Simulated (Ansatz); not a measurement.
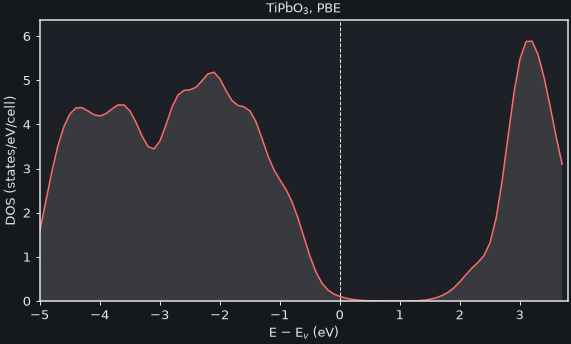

Density of states. Energies are counted from the top of the valence band. The DOS curve is built from the levels of the k mesh with Gaussians 0.55 eV wide, which also blur the band edges; ripples of that width can come from the mesh.

System: TiPbO$_{3}$, space group P4mm, 5 atoms in the cell, relaxed with r2SCAN.

```xyz
5
Lattice="3.8426 0.0000 0.0000 0.0000 3.8426 0.0000 0.0000 0.0000 4.4829" Properties=species:S:1:pos:R:3 pbc="T T T"
Ti    1.9213    1.9213    2.3424
Pb    0.0000    0.0000   -0.1164
O     1.9213    1.9213    0.6011
O     1.9213    0.0000    2.8030
O     0.0000    1.9213    2.8030
```

Ansatz; PBE, Ansatz PAW set, no spin polarisation, no spin-orbit coupling, 6×6×6 k mesh, 420 eV cutoff, Fermi-Dirac smearing of 0.02 eV.

Is there a gap at the Fermi level, and how wide?

Answer. There is a gap; over the k points computed it is 1.83 eV (indirect; the smallest direct gap on the k mesh is 2.80 eV).

Spin-orbit coupling is left out, which matters for Pb. The cell is at 4 GPa in this functional.
